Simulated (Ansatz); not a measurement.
# Energy of NaF along an even scaling of the cell

System: NaF (Fm-3m, 2 atoms in the cell).
Method: Kohn-Sham DFT of a periodic cell, PBE, Ansatz PAW, no spin polarisation (Ansatz 0.2.0).

The 5 runs differ only in the geometry, by an even scaling of the cell at fixed fractional positions. The structure derives from an entry of the Crystallography Open Database.

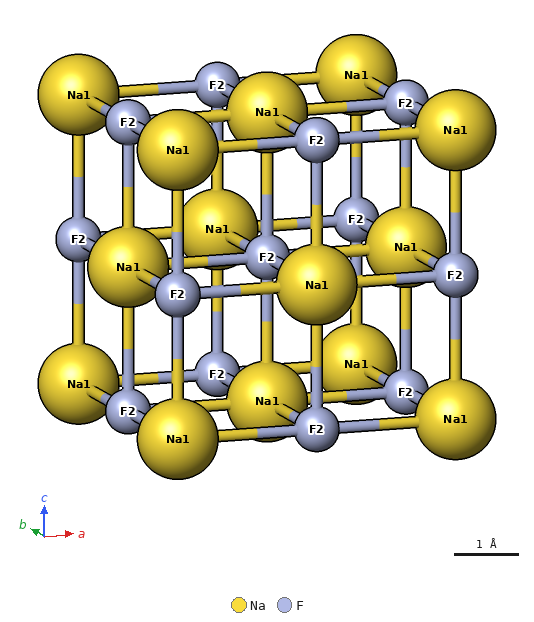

Figure 1. The structure of run 3 (ball-and-stick view of the cell 4 times as large as that of the calculation, set on its symmetry axes, seen slightly off an axis; atoms are numbered from 1 in the order of the input).

### Input of run 3
```yaml
crystal:
  lattice:
    - [0.0, 2.3353646862, 2.3353646862]
    - [2.3353646862, 0.0, 2.3353646862]
    - [2.3353646862, 2.3353646862, 0.0]
  atoms:
    - { symbol: Na, position: [0.0, 0.0, 0.0] }
    - { symbol: F, position: [0.5, 0.5, 0.5] }
hamiltonian:
  xc: pbe
  pseudopotentials: { kind: paw }
kpoints:
  mp_grid: { grid: [10, 10, 10] }
scf:
  occupations: { method: fermi_dirac, width: 0.05 }
output:
  forces: true
  stress: true
  eigenvalues: true
```

Command:
```bash
ansatz run input.yaml --threads 2 --pin off --max-ram 5120MiB --backend cpu --events-out ev --progress --plain --runs-dir out
```

Run 4 differs from it as follows:
```diff
-    - [0.0, 2.3353646862, 2.3353646862]
-    - [2.3353646862, 0.0, 2.3353646862]
-    - [2.3353646862, 2.3353646862, 0.0]
+    - [0.0, 2.3505298169, 2.3505298169]
+    - [2.3505298169, 0.0, 2.3505298169]
+    - [2.3505298169, 2.3505298169, 0.0]
```

### Results, with one run withheld

| run | volume per atom (Å³) | free energy per atom, from the lowest run given (meV) | pressure (GPa) | gap on the mesh (eV) |
| --- | --- | --- | --- | --- |
| 1 | 11.988 | 11.86 | 4.30 | 6.52 |
| 2 | 12.237 | 6.09 | 3.05 | 6.41 |
| 3 | 12.737 | 0.05 | 0.91 | 6.19 |
| 4 | 12.987 | ? | ? | ? |
| 5 | 13.236 | 0.00 | −0.81 | 5.99 |

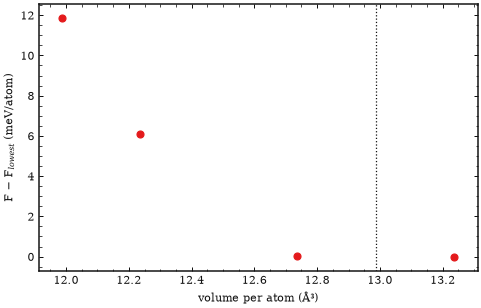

Figure 2. Free energy per atom of the runs given; the dotted line marks run 4.

Estimate the energy of run 4 from the others.

A quadratic polynomial in V^(−2/3) (the Birch–Murnaghan form), fitted to the 4 runs given, misses them by at most 0.04 meV per atom. With x = V^(−2/3) − 0.18532 Å⁻², it reads F = 1.6899 + 1099.4 x + 1.2792e+05 x² (meV per atom). At run 4 it gives −0.67 meV per atom, and the run itself gives −0.67. The slope of the fit gives a pressure −dF/dV of −0.01 GPa there, and the run prints 0.00 GPa. The fit has its minimum at 12.984 Å³ per atom, where V d²F/dV² gives 46 GPa: the bulk modulus at this level, since symmetry fixes the shape and the positions. The gap on the mesh goes, without turning, from 6.52 eV in run 1 to 5.99 eV in run 5; run 4 has 6.09 eV. These are gaps of this functional on this mesh, which can miss the band edges; they aren't the measured gap.

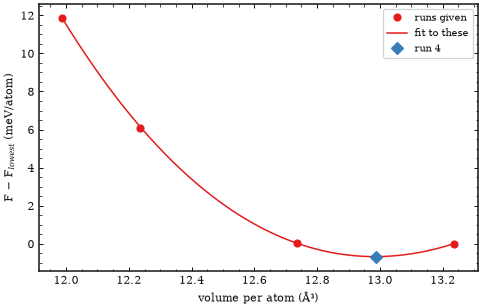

Figure 3. The fit and the withheld run.

### Output, shortened to warnings, some set-up lines, iterations and results (run 4)
```
Basis set: ecut = 420 eV, 531 PW (Γ), exchange–correlation on 48×48×48 points (8 copies of the dense FFT grid, shifted against one another)
Symmetry: 48 space group operations
k-points: 47 of 1000
Initial density: superposition of atomic densities (neutral atoms: chi_scale 0, normalization atom), corrected by the library's trained network
[...]
SCF iter   1: F=—  HF=-2297.431647 eV  |F-HF|=—  |Δ(HF+E_count)|=         —  Δρ=7.46e-4  dr2=1.02e-4  ethr=1.77e-3  ⟨swp⟩=5.1  Hψ=3150  notcnv=0
SCF iter   2: F=—  HF=-2297.431246 eV  |F-HF|=—  |Δ(HF+E_count)|=   4.01e-4  Δρ=1.04e-3  dr2=1.63e-4  ethr=6.40e-7  ⟨swp⟩=2.2  Hψ=1346  notcnv=0
SCF iter   3: F=—  HF=-2297.431216 eV  |F-HF|=—  |Δ(HF+E_count)|=   3.07e-5  Δρ=3.34e-4  dr2=1.45e-5  ethr=6.40e-7  ⟨swp⟩=2.0  Hψ=691  notcnv=0
SCF iter   4: F=—  HF=-2297.431218 eV  |F-HF|=—  |Δ(HF+E_count)|=   2.77e-6  Δρ=5.44e-5  dr2=4.89e-7  ethr=9.09e-8  ⟨swp⟩=2.9  Hψ=927  notcnv=0
SCF iter   5: F=—  HF=-2297.431219 eV  |F-HF|=—  |Δ(HF+E_count)|=   8.10e-7  Δρ=5.94e-5  dr2=6.55e-7  ethr=3.06e-9  ⟨swp⟩=2.6  Hψ=935  notcnv=0
SCF iter   6: F=—  HF=-2297.431219 eV  |F-HF|=—  |Δ(HF+E_count)|=   1.44e-7  Δρ=2.81e-5  dr2=1.48e-7  ethr=3.06e-9  ⟨swp⟩=2.0  Hψ=651  notcnv=0
SCF iter   7: F=-2297.431219 eV  HF=-2297.431219 eV  |F-HF|=2.53e-9  |Δ(HF+E_count)|=   4.27e-8  Δρ=3.85e-6  dr2=2.86e-9  ethr=6.25e-10  ⟨swp⟩=4.0  Hψ=1617  notcnv=0
SCF 1 converged in 7 iterations: F = -2297.431219 eV  dr2 = 2.86e-9
SCF converged after 7 iterations
Free energy (F): -2297.431219 eV
Harris-Foulkes:  -2297.431219 eV  (|F-HF|=2.53e-9)
Internal energy: -2297.431219 eV  (E = F + TS)
E sigma→0 (E₀):  -2297.431219 eV
Fermi energy:    3.850227 eV
--- Per-component energies (eV) ---
  E_band       = -239.137602
  E_kinetic    = 328.792911
  E_local      = -1719.195878  (includes V_loc(G=0)·N_el)
  E_nonlocal   = 188.591780
  E_hartree    = 611.174892
  E_xc         = -120.077928
  E_vxc        = -154.012710  (∫ρ·V_xc dr)
  E_paw        = -463.587937  (= ΣΔE_a)
  E_vpaw       = -105.663985  (= ΣTr[D̂ρ^β])
  E_aug_tail   = 0.002104  (compensation charges beyond the density's cutoff)
  E_ewald      = -1123.131165
  E_smearing   = -0.000000  (= −TS)
  E_closure    = 0.000000  (closes the sum)
  Σ components = -2297.431219   (vs F -2297.431219, Δ=0.00e0)
--- Forces (eV/Å), atoms counted from 1 ---
  atom   1  Na    -0.00000000     0.00000000     0.00000000
  atom   2  F      0.00000000     0.00000000     0.00000000
  max |Σ_I F_I| component: 2.68e-29 eV/Å
--- Stress (GPa, compression-positive) ---
        0.004436       0.000000       0.000000
        0.000000       0.004436       0.000000
        0.000000       0.000000       0.004436
  P = ⅓ Tr σ = 0.0044 GPa (0.044 kbar)
```
